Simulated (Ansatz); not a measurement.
# Niobium, bcc under PBEsol: ground state and equation of state, part 2 of 2

What does PBEsol give for niobium in the bcc structure? We relax it, solve it on a dense k-mesh, switch on spin-orbit coupling, then scale the cell to 7 volumes from 88 to 112 % of the relaxed one and try a fit of the equation of state. The start is ferromagnetic. The k-meshes are 13×13×13 for the relaxation; 22×22×22 for the dense run; 13×13×13 for spin-orbit coupling; 22×22×22 for the volumes. It starts from a deposited cell (COD).

Ansatz 0.2.0; DFT, PBEsol, plane waves (420 eV) with PAW, scalar-relativistic. Earlier steps stand in the parts before.

### Step 5. The cell scaled to 88 % of its volume

File input.yaml:

```yaml
crystal:
  lattice:
    - [-1.5662371168, 1.5662371168, 1.5662371168]
    - [1.5662371168, -1.5662371168, 1.5662371168]
    - [1.5662371168, 1.5662371168, -1.5662371168]
  atoms:
    - { symbol: Nb, position: [0.0, 0.0, 0.0], spin: 1.0 }
hamiltonian:
  xc: pbesol
  pseudopotentials:
    kind: paw
    azcp:
      Nb: "pseudopotentials/Nb.paw.azcp"
basis:
  ecutwfc: 420
  fft_grid_basis: typed
kpoints:
  mp_grid: { grid: [22, 22, 22], shift: [0, 0, 0] }
magnetization:
  spin_polarized: true
scf:
  occupations: { method: fermi_dirac, width: 0.05 }
output:
  stress: true
```

Output, shortened:

```text
Warning: <dir> the record states the generating functional pbe (its physics header spells it `PBE`), which answers neither for hamiltonian.xc's functional nor for the pbesol family's — results may be inconsistent (PPs are generated against a specific XC)
Warning: RAYON_NUM_THREADS=4 ignored (pool sized by the plan → 4); use --threads N
[...]
Pseudopotentials: kind: paw
Pseudopotential: Nb, paw, valence charge 13, recommended cutoff 420 eV (normal), <dir>
Functional definition: PBEsol
[...]
Crystal: 1 atoms, lattice volume = 15.369 Å³
Basis set: ecut = 420 eV, 321 PW (Γ)
Bands: 11, of which v1, the nominal top of the filled ones, is band 7 counted from 1 (6 counted from 0)
Symmetry: 48 space group operations
Space group: Im-3m (ITA 229), of the structure as read, at distance tolerance 2.5e-5 Å
Magnetic group: BNS 229.140 (UNI 1642), of the structure as read, at distance tolerance 2.5e-5 Å
k-points: 328 of 10648
[...]
Starting moments: Σ|m| = 1 μB on 1 of 1 site
[...]
SCF iter   1: F=—  HF=-4495.906685 eV  |F-HF|=—  |Δ(HF+E_count)|=         —  Δρ=6.17e-2 (↑6.17e-2 ↓3.32e-2)  dr2=9.24e-1  dr2_m=1.29e-1  M=0.243 μB ∫|m|=0.243 μB  β_m=0.30  ethr=3.10e-3  ⟨swp⟩=5.0  Hψ=41154  notcnv=0
[...]
SCF iter   9: F=-4495.277700 eV  HF=-4495.277700 eV  |F-HF|=1.82e-12  |Δ(HF+E_count)|=  2.46e-11  Δρ=5.40e-8 (↑2.93e-8 ↓5.40e-8)  dr2=3.47e-13  dr2_m=1.41e-13  M=-0.000 μB ∫|m|=0.000 μB  ethr=1.00e-12  ⟨swp⟩=1.0  Hψ=17071  notcnv=0
[...]
WARN: the starting moments were not kept: the SCF closed with an absolute magnetisation of 5.6e-7 μB, where they sum to 1 μB in size (1 site). That is at most 0.1 of that sum. Measured as dr2_m measures the in/out step, that magnetisation stands 5.4e-14 eV from none, at or under the [...]
SCF converged after 9 iterations
Magnetization: -0.0000 μB (6.5000 up, 6.5000 down)
Absolute magnetization: 0.0000 μB (∫|ρ↑−ρ↓|, with the PAW one-centre terms)
Spin contamination: 0.0000 ħ² per cell (⟨S²⟩ above its minimum at these occupations)
Per-site moments (μB) at R_I (Å): [(-3.1946366676835035e-7, 1.1190309334865884)]
Free energy (F): -4495.277700 eV
[...]
E sigma→0 (E₀):  -4495.272453 eV
Entropy (-TS):   -0.010494 eV (-10.494 meV/atom)
Fermi energy:    21.180653 eV
[...]
--- Stress (GPa, compression-positive) ---
       29.774265       0.000000      -0.000000
        0.000000      29.774265      -0.000000
        0.000000      -0.000000      29.774265
  P = ⅓ Tr σ = 29.7743 GPa (297.743 kbar)
```

It took 2.3 s on 4 threads of an Arm CPU, shared host; peak memory 0.36 GiB.

### Step 6. The cell scaled to 92 % of its volume

input.yaml, as its differences from that of step 5:

```diff
@@ -2,5 +2,5 @@
   lattice:
-    - [-1.5662371168, 1.5662371168, 1.5662371168]
-    - [1.5662371168, -1.5662371168, 1.5662371168]
-    - [1.5662371168, 1.5662371168, -1.5662371168]
+    - [-1.5896172372, 1.5896172372, 1.5896172372]
+    - [1.5896172372, -1.5896172372, 1.5896172372]
+    - [1.5896172372, 1.5896172372, -1.5896172372]
   atoms:
```

Output, shortened:

```text
Warning: <dir> the record states the generating functional pbe (its physics header spells it `PBE`), which answers neither for hamiltonian.xc's functional nor for the pbesol family's — results may be inconsistent (PPs are generated against a specific XC)
Warning: RAYON_NUM_THREADS=4 ignored (pool sized by the plan → 4); use --threads N
[...]
[... 3 set-up lines as earlier in the session ...]
[...]
Crystal: 1 atoms, lattice volume = 16.067 Å³
Basis set: ecut = 420 eV, 321 PW (Γ)
Bands: 11, of which v1, the nominal top of the filled ones, is band 7 counted from 1 (6 counted from 0)
[... 2 set-up lines as earlier in the session ...]
Magnetic group: BNS 229.140 (UNI 1642), of the structure as read, at distance tolerance 2.5e-5 Å
k-points: 328 of 10648
[...]
Starting moments: Σ|m| = 1 μB on 1 of 1 site
[...]
SCF iter   1: F=—  HF=-4496.014227 eV  |F-HF|=—  |Δ(HF+E_count)|=         —  Δρ=6.10e-2 (↑6.10e-2 ↓3.23e-2)  dr2=9.99e-1  dr2_m=1.26e-1  M=0.248 μB ∫|m|=0.248 μB  β_m=0.30  ethr=3.10e-3  ⟨swp⟩=5.1  Hψ=41138  notcnv=0
[...]
SCF iter   9: F=-4495.381616 eV  HF=-4495.381616 eV  |F-HF|=1.82e-12  |Δ(HF+E_count)|=  2.46e-11  Δρ=4.56e-8 (↑4.24e-8 ↓4.56e-8)  dr2=4.12e-15  dr2_m=2.82e-13  M=-0.000 μB ∫|m|=0.000 μB  ethr=1.00e-12  ⟨swp⟩=1.0  Hψ=17056  notcnv=0
[...]
WARN: the starting moments were not kept: the SCF closed with an absolute magnetisation of 1.0e-6 μB, where they sum to 1 μB in size (1 site). That is at most 0.1 of that sum. Measured as dr2_m measures the in/out step, that magnetisation stands 1.6e-13 eV from none, at or under the [...]
SCF converged after 9 iterations
Magnetization: -0.0000 μB (6.5000 up, 6.5000 down)
Absolute magnetization: 0.0000 μB (∫|ρ↑−ρ↓|)
Spin contamination: 0.0000 ħ² per cell (⟨S²⟩ above its minimum at these occupations)
Per-site moments (μB) at R_I (Å): [(-5.71607127250783e-7, 1.1357353505097878)]
Free energy (F): -4495.381616 eV
[...]
E sigma→0 (E₀):  -4495.375951 eV
Entropy (-TS):   -0.011329 eV (-11.329 meV/atom)
Fermi energy:    20.126595 eV
[...]
--- Stress (GPa, compression-positive) ---
       18.250518      -0.000000      -0.000000
       -0.000000      18.250518      -0.000000
       -0.000000      -0.000000      18.250518
  P = ⅓ Tr σ = 18.2505 GPa (182.505 kbar)
```

It took 2.3 s on 4 threads of an Arm CPU, shared host; peak memory 0.36 GiB.

### Step 7. The cell scaled to 96 % of its volume

input.yaml, as its differences from that of step 6:

```diff
@@ -2,5 +2,5 @@
   lattice:
-    - [-1.5896172372, 1.5896172372, 1.5896172372]
-    - [1.5896172372, -1.5896172372, 1.5896172372]
-    - [1.5896172372, 1.5896172372, -1.5896172372]
+    - [-1.6123291233, 1.6123291233, 1.6123291233]
+    - [1.6123291233, -1.6123291233, 1.6123291233]
+    - [1.6123291233, 1.6123291233, -1.6123291233]
   atoms:
```

Output, shortened:

```text
Warning: <dir> the record states the generating functional pbe (its physics header spells it `PBE`), which answers neither for hamiltonian.xc's functional nor for the pbesol family's — results may be inconsistent (PPs are generated against a specific XC)
Warning: RAYON_NUM_THREADS=4 ignored (pool sized by the plan → 4); use --threads N
[...]
[... 3 set-up lines as earlier in the session ...]
[...]
Crystal: 1 atoms, lattice volume = 16.766 Å³
Basis set: ecut = 420 eV, 321 PW (Γ)
Bands: 11, of which v1, the nominal top of the filled ones, is band 7 counted from 1 (6 counted from 0)
[... 2 set-up lines as earlier in the session ...]
Magnetic group: BNS 229.140 (UNI 1642), of the structure as read, at distance tolerance 2.6e-5 Å
k-points: 328 of 10648
[...]
Starting moments: Σ|m| = 1 μB on 1 of 1 site
[...]
SCF iter   1: F=—  HF=-4496.056328 eV  |F-HF|=—  |Δ(HF+E_count)|=         —  Δρ=6.04e-2 (↑6.04e-2 ↓3.14e-2)  dr2=1.07e0  dr2_m=1.23e-1  M=0.254 μB ∫|m|=0.254 μB  β_m=0.30  ethr=3.10e-3  ⟨swp⟩=5.0  Hψ=40927  notcnv=0
[...]
SCF iter   9: F=-4495.439625 eV  HF=-4495.439625 eV  |F-HF|=1.82e-12  |Δ(HF+E_count)|=  3.55e-11  Δρ=4.09e-8 (↑3.83e-8 ↓4.09e-8)  dr2=1.66e-14  dr2_m=2.35e-13  M=-0.000 μB ∫|m|=0.000 μB  ethr=1.00e-12  ⟨swp⟩=1.0  Hψ=17056  notcnv=0
[...]
WARN: the starting moments were not kept: the SCF closed with an absolute magnetisation of 1.0e-6 μB, where they sum to 1 μB in size (1 site). That is at most 0.1 of that sum. Measured as dr2_m measures the in/out step, that magnetisation stands 1.6e-13 eV from none, at or under the [...]
SCF converged after 9 iterations
Magnetization: -0.0000 μB (6.5000 up, 6.5000 down)
Absolute magnetization: 0.0000 μB (∫|ρ↑−ρ↓|, with the PAW one-centre terms)
Spin contamination: 0.0000 ħ² per cell (⟨S²⟩ above its minimum at these occupations)
Per-site moments (μB) at R_I (Å): [(-5.907675995868525e-7, 1.1519623335324163)]
Free energy (F): -4495.439625 eV
[...]
E sigma→0 (E₀):  -4495.433694 eV
Entropy (-TS):   -0.011863 eV (-11.863 meV/atom)
Fermi energy:    19.158426 eV
[...]
--- Stress (GPa, compression-positive) ---
        8.642275      -0.000000       0.000000
       -0.000000       8.642275       0.000000
        0.000000      -0.000000       8.642275
  P = ⅓ Tr σ = 8.6423 GPa (86.423 kbar)
```

It took 2.4 s on 4 threads of an Arm CPU, shared host; peak memory 0.37 GiB.

### Step 8. The cell scaled to 100 % of its volume

input.yaml, as its differences from that of step 7:

```diff
@@ -2,5 +2,5 @@
   lattice:
-    - [-1.6123291233, 1.6123291233, 1.6123291233]
-    - [1.6123291233, -1.6123291233, 1.6123291233]
-    - [1.6123291233, 1.6123291233, -1.6123291233]
+    - [-1.6344185686, 1.6344185686, 1.6344185686]
+    - [1.6344185686, -1.6344185686, 1.6344185686]
+    - [1.6344185686, 1.6344185686, -1.6344185686]
   atoms:
```

Output, shortened:

```text
Warning: <dir> the record states the generating functional pbe (its physics header spells it `PBE`), which answers neither for hamiltonian.xc's functional nor for the pbesol family's — results may be inconsistent (PPs are generated against a specific XC)
Warning: RAYON_NUM_THREADS=4 ignored (pool sized by the plan → 4); use --threads N
[...]
[... 3 set-up lines as earlier in the session ...]
[...]
Crystal: 1 atoms, lattice volume = 17.464 Å³
Basis set: ecut = 420 eV, 321 PW (Γ)
Bands: 11, of which v1, the nominal top of the filled ones, is band 7 counted from 1 (6 counted from 0)
[... 2 set-up lines as earlier in the session ...]
Magnetic group: BNS 229.140 (UNI 1642), of the structure as read, at distance tolerance 2.6e-5 Å
k-points: 328 of 10648
[...]
Starting moments: Σ|m| = 1 μB on 1 of 1 site
[...]
SCF iter   1: F=—  HF=-4496.047146 eV  |F-HF|=—  |Δ(HF+E_count)|=         —  Δρ=5.97e-2 (↑5.97e-2 ↓3.06e-2)  dr2=1.15e0  dr2_m=1.19e-1  M=0.262 μB ∫|m|=0.262 μB  β_m=0.30  ethr=3.10e-3  ⟨swp⟩=5.0  Hψ=40878  notcnv=0
[...]
SCF iter   9: F=-4495.459227 eV  HF=-4495.459227 eV  |F-HF|=0.00e0  |Δ(HF+E_count)|=  8.64e-11  Δρ=4.78e-8 (↑4.17e-8 ↓4.78e-8)  dr2=2.60e-14  dr2_m=3.09e-13  M=-0.000 μB ∫|m|=0.000 μB  ethr=1.00e-12  ⟨swp⟩=1.0  Hψ=18301  notcnv=0
[...]
WARN: the starting moments were not kept: the SCF closed with an absolute magnetisation of 1.1e-6 μB, where they sum to 1 μB in size (1 site). That is at most 0.1 of that sum. Measured as dr2_m measures the in/out step, that magnetisation stands 1.7e-13 eV from none, at or under the [...]
SCF converged after 9 iterations
Magnetization: -0.0000 μB (6.5000 up, 6.5000 down)
Absolute magnetization: 0.0000 μB (∫|ρ↑−ρ↓|, with the PAW one-centre terms)
Spin contamination: 0.0000 ħ² per cell (⟨S²⟩ above its minimum at these occupations)
Per-site moments (μB) at R_I (Å): [(-5.891931472626242e-7, 1.1677446006802943)]
Free energy (F): -4495.459227 eV
[...]
E sigma→0 (E₀):  -4495.453083 eV
Entropy (-TS):   -0.012287 eV (-12.287 meV/atom)
Fermi energy:    18.271084 eV
[...]
--- Stress (GPa, compression-positive) ---
        0.586129       0.000000       0.000000
        0.000000       0.586129      -0.000000
        0.000000       0.000000       0.586129
  P = ⅓ Tr σ = 0.5861 GPa (5.861 kbar)
```

It took 2.4 s on 4 threads of an Arm CPU, shared host; peak memory 0.37 GiB.

### Step 9. The cell scaled to 104 % of its volume

input.yaml, as its differences from that of step 8:

```diff
@@ -2,5 +2,5 @@
   lattice:
-    - [-1.6344185686, 1.6344185686, 1.6344185686]
-    - [1.6344185686, -1.6344185686, 1.6344185686]
-    - [1.6344185686, 1.6344185686, -1.6344185686]
+    - [-1.6559265425, 1.6559265425, 1.6559265425]
+    - [1.6559265425, -1.6559265425, 1.6559265425]
+    - [1.6559265425, 1.6559265425, -1.6559265425]
   atoms:
```

Output, shortened:

```text
Warning: <dir> the record states the generating functional pbe (its physics header spells it `PBE`), which answers neither for hamiltonian.xc's functional nor for the pbesol family's — results may be inconsistent (PPs are generated against a specific XC)
Warning: RAYON_NUM_THREADS=4 ignored (pool sized by the plan → 4); use --threads N
[...]
[... 3 set-up lines as earlier in the session ...]
[...]
Crystal: 1 atoms, lattice volume = 18.163 Å³
Basis set: ecut = 420 eV, 369 PW (Γ)
Bands: 11, of which v1, the nominal top of the filled ones, is band 7 counted from 1 (6 counted from 0)
[... 2 set-up lines as earlier in the session ...]
Magnetic group: BNS 229.140 (UNI 1642), of the structure as read, at distance tolerance 2.6e-5 Å
k-points: 328 of 10648
[...]
Starting moments: Σ|m| = 1 μB on 1 of 1 site
[...]
SCF iter   1: F=—  HF=-4495.997514 eV  |F-HF|=—  |Δ(HF+E_count)|=         —  Δρ=5.89e-2 (↑5.89e-2 ↓2.98e-2)  dr2=1.22e0  dr2_m=1.15e-1  M=0.273 μB ∫|m|=0.273 μB  β_m=0.30  ethr=3.10e-3  ⟨swp⟩=5.0  Hψ=40834  notcnv=0
[...]
SCF iter   9: F=-4495.446656 eV  HF=-4495.446656 eV  |F-HF|=9.09e-13  |Δ(HF+E_count)|=  1.81e-10  Δρ=5.65e-8 (↑5.42e-8 ↓5.65e-8)  dr2=2.59e-13  dr2_m=4.56e-13  M=-0.000 μB ∫|m|=0.000 μB  ethr=1.00e-12  ⟨swp⟩=1.0  Hψ=18665  notcnv=0
[...]
WARN: the starting moments were not kept: the SCF closed with an absolute magnetisation of 1.5e-6 μB, where they sum to 1 μB in size (1 site). That is at most 0.1 of that sum. Measured as dr2_m measures the in/out step, that magnetisation stands 3.2e-13 eV from none, at or under the [...]
SCF converged after 9 iterations
Magnetization: -0.0000 μB (6.5000 up, 6.5000 down)
Absolute magnetization: 0.0000 μB (∫|ρ↑−ρ↓|, with the PAW one-centre terms)
Spin contamination: 0.0000 ħ² per cell (⟨S²⟩ above its minimum at these occupations)
Per-site moments (μB) at R_I (Å): [(-8.336514771325739e-7, 1.1831114233998938)]
Free energy (F): -4495.446656 eV
[...]
E sigma→0 (E₀):  -4495.440285 eV
Entropy (-TS):   -0.012741 eV (-12.741 meV/atom)
Fermi energy:    17.455494 eV
[...]
--- Stress (GPa, compression-positive) ---
       -6.148366       0.000000      -0.000000
        0.000000      -6.148366       0.000000
        0.000000      -0.000000      -6.148366
  P = ⅓ Tr σ = -6.1484 GPa (-61.484 kbar)
```

Wall time 2.4 s (4 threads of an Arm CPU, shared host); peak memory 0.37 GiB.

### Step 10. The cell scaled to 108 % of its volume

input.yaml, as its differences from that of step 9:

```diff
@@ -2,5 +2,5 @@
   lattice:
-    - [-1.6559265425, 1.6559265425, 1.6559265425]
-    - [1.6559265425, -1.6559265425, 1.6559265425]
-    - [1.6559265425, 1.6559265425, -1.6559265425]
+    - [-1.6768898634, 1.6768898634, 1.6768898634]
+    - [1.6768898634, -1.6768898634, 1.6768898634]
+    - [1.6768898634, 1.6768898634, -1.6768898634]
   atoms:
```

Output, shortened:

```text
Warning: <dir> the record states the generating functional pbe (its physics header spells it `PBE`), which answers neither for hamiltonian.xc's functional nor for the pbesol family's — results may be inconsistent (PPs are generated against a specific XC)
Warning: RAYON_NUM_THREADS=4 ignored (pool sized by the plan → 4); use --threads N
[...]
[... 3 set-up lines as earlier in the session ...]
[...]
Crystal: 1 atoms, lattice volume = 18.861 Å³
Basis set: ecut = 420 eV, 369 PW (Γ)
Bands: 11, of which v1, the nominal top of the filled ones, is band 7 counted from 1 (6 counted from 0)
[... 1 set-up line as earlier in the session ...]
Space group: Im-3m (ITA 229), of the structure as read, at distance tolerance 2.7e-5 Å
Magnetic group: BNS 229.140 (UNI 1642), of the structure as read, at distance tolerance 2.7e-5 Å
k-points: 328 of 10648
[...]
Starting moments: Σ|m| = 1 μB on 1 of 1 site
[...]
SCF iter   1: F=—  HF=-4495.916204 eV  |F-HF|=—  |Δ(HF+E_count)|=         —  Δρ=5.82e-2 (↑5.82e-2 ↓2.91e-2)  dr2=1.29e0  dr2_m=1.11e-1  M=0.287 μB ∫|m|=0.287 μB  β_m=0.30  ethr=3.10e-3  ⟨swp⟩=5.0  Hψ=40760  notcnv=0
[...]
SCF iter  10: F=-4495.407258 eV  HF=-4495.407258 eV  |F-HF|=1.82e-12  |Δ(HF+E_count)|=  1.82e-12  Δρ=1.79e-8 (↑1.11e-8 ↓1.79e-8)  dr2=1.66e-13  dr2_m=4.09e-15  M=0.000 μB ∫|m|=0.000 μB  ethr=1.00e-12  ⟨swp⟩=1.0  Hψ=17056  notcnv=0
[...]
WARN: the starting moments were not kept: the SCF closed with an absolute magnetisation of 1.2e-7 μB, where they sum to 1 μB in size (1 site). That is at most 0.1 of that sum. Measured as dr2_m measures the in/out step, that magnetisation stands 2.5e-15 eV from none, at or under the [...]
SCF converged after 10 iterations
Magnetization: 0.0000 μB (6.5000 up, 6.5000 down)
Absolute magnetization: 0.0000 μB (∫|ρ↑−ρ↓|, with the PAW one-centre terms)
Spin contamination: 0.0000 ħ² per cell (⟨S²⟩ above its minimum at these occupations)
Per-site moments (μB) at R_I (Å): [(8.1775209664563e-8, 1.1980891073687392)]
Free energy (F): -4495.407258 eV
[...]
E sigma→0 (E₀):  -4495.400646 eV
Entropy (-TS):   -0.013223 eV (-13.223 meV/atom)
Fermi energy:    16.701359 eV
[...]
--- Stress (GPa, compression-positive) ---
      -11.749395       0.000000      -0.000000
        0.000000     -11.749395      -0.000000
        0.000000      -0.000000     -11.749395
  P = ⅓ Tr σ = -11.7494 GPa (-117.494 kbar)
```

Run time: 2.6 s. Hardware: 4 threads of an Arm CPU, shared host; peak memory 0.38 GiB.

### Step 11. The cell scaled to 112 % of its volume

input.yaml, as its differences from that of step 10:

```diff
@@ -2,5 +2,5 @@
   lattice:
-    - [-1.6768898634, 1.6768898634, 1.6768898634]
-    - [1.6768898634, -1.6768898634, 1.6768898634]
-    - [1.6768898634, 1.6768898634, -1.6768898634]
+    - [-1.6973417555, 1.6973417555, 1.6973417555]
+    - [1.6973417555, -1.6973417555, 1.6973417555]
+    - [1.6973417555, 1.6973417555, -1.6973417555]
   atoms:
```

Output, shortened:

```text
Warning: <dir> the record states the generating functional pbe (its physics header spells it `PBE`), which answers neither for hamiltonian.xc's functional nor for the pbesol family's — results may be inconsistent (PPs are generated against a specific XC)
Warning: RAYON_NUM_THREADS=4 ignored (pool sized by the plan → 4); use --threads N
[...]
[... 3 set-up lines as earlier in the session ...]
[...]
Crystal: 1 atoms, lattice volume = 19.560 Å³
Basis set: ecut = 420 eV, 381 PW (Γ)
Bands: 11, of which v1, the nominal top of the filled ones, is band 7 counted from 1 (6 counted from 0)
[... 2 set-up lines as earlier in the session ...]
Magnetic group: BNS 229.140 (UNI 1642), of the structure as read, at distance tolerance 2.7e-5 Å
k-points: 328 of 10648
[...]
Starting moments: Σ|m| = 1 μB on 1 of 1 site
[...]
SCF iter   1: F=—  HF=-4495.810242 eV  |F-HF|=—  |Δ(HF+E_count)|=         —  Δρ=5.75e-2 (↑5.75e-2 ↓2.84e-2)  dr2=1.36e0  dr2_m=1.07e-1  M=0.301 μB ∫|m|=0.301 μB  β_m=0.30  ethr=3.10e-3  ⟨swp⟩=5.0  Hψ=40650  notcnv=0
[...]
SCF iter   9: F=-4495.345603 eV  HF=-4495.345603 eV  |F-HF|=9.09e-13  |Δ(HF+E_count)|=  2.44e-10  Δρ=6.92e-8 (↑6.89e-8 ↓6.92e-8)  dr2=3.97e-13  dr2_m=7.79e-13  M=-0.000 μB ∫|m|=0.000 μB  ethr=1.00e-12  ⟨swp⟩=1.0  Hψ=18546  notcnv=0
[...]
WARN: the starting moments were not kept: the SCF closed with an absolute magnetisation of 2.4e-6 μB, where they sum to 1 μB in size (1 site). That is at most 0.1 of that sum. Measured as dr2_m measures the in/out step, that magnetisation stands 8.4e-13 eV from none, at or under the [...]
SCF converged after 9 iterations
Magnetization: -0.0000 μB (6.5000 up, 6.5000 down)
Absolute magnetization: 0.0000 μB (∫|ρ↑−ρ↓|, with the PAW one-centre terms)
Spin contamination: 0.0000 ħ² per cell (⟨S²⟩ above its minimum at these occupations)
Per-site moments (μB) at R_I (Å): [(-1.4719736866119077e-6, 1.2127013903128374)]
Free energy (F): -4495.345603 eV
[...]
E sigma→0 (E₀):  -4495.338716 eV
Entropy (-TS):   -0.013774 eV (-13.774 meV/atom)
Fermi energy:    16.000202 eV
[...]
--- Stress (GPa, compression-positive) ---
      -16.383020       0.000000      -0.000000
       -0.000000     -16.383020       0.000000
       -0.000000      -0.000000     -16.383020
  P = ⅓ Tr σ = -16.3830 GPa (-163.830 kbar)
```

Run time: 2.8 s. Hardware: 4 threads of an Arm CPU, shared host; peak memory 0.39 GiB.

### Step 12. Energy and pressure against volume

The cell was scaled evenly, with its shape and the fractional positions fixed.

| V (Å³/atom) | E − E₀ (meV/atom) | P from the stress (GPa) | P from the fit (GPa) |
| --- | --- | --- | --- |
| 15.369 | 180.6 | 29.77 | 29.70 |
| 16.067 | 77.1 | 18.25 | 18.17 |
| 16.766 | 19.4 | 8.64 | 8.57 |
| 17.464 | 0.0 | 0.59 | 0.54 |
| 18.163 | 12.8 | -6.15 | -6.18 |
| 18.861 | 52.5 | -11.75 | -11.80 |
| 19.560 | 114.4 | -16.38 | -16.52 |

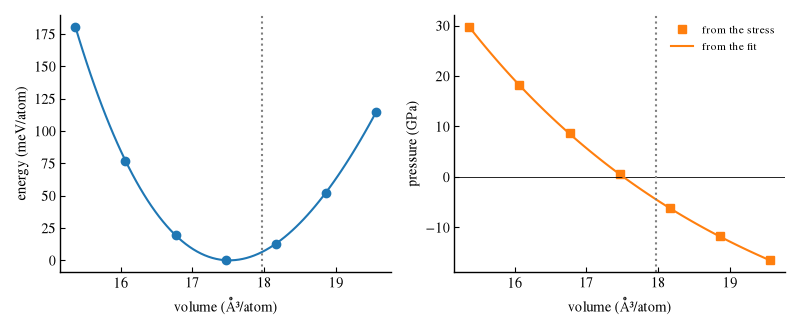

Energy and pressure against volume; the lines are the Birch-Murnaghan fit; the dotted line marks the deposited volume.

Fit (Birch-Murnaghan, third order): V₀ = 17.516 Å³/atom, B₀ = 181 GPa, B₀′ = 3.5, largest residual 0.08 meV/atom.

Fit and stress differ a little: one follows E(σ → 0), the other the smeared free energy.

### Step 13. Results

This closing draws on all 2 parts.

| quantity | value |
| --- | --- |
| space group (spins left aside) | Im-3m (No. 229) |
| conventional cell | a = 3.269 Å |
| volume | 17.464 Å³/atom |
| shortest distance | 2.831 Å |
| against the deposited volume | -2.8 % (17.975 Å³/atom) |
| gap on the mesh | none (levels filled in part) |
| magnetic state | non-magnetic |
| V₀, B₀, B₀′ | 17.516 Å³/atom, 181 GPa, 3.5 |

**Reading.** The volume comes out 2.8 % smaller than measured. Part of the miss is zero-point motion and any thermal expansion in the deposited cell. The moments die out: the run ends non-magnetic. Levels at the Fermi energy are filled in part, as in a metal. Totals with and without spin-orbit coupling (-0.99 eV/atom apart) can't be read as binding, since the two-component data shift the zero of energy. B₀ comes out at 181 GPa.
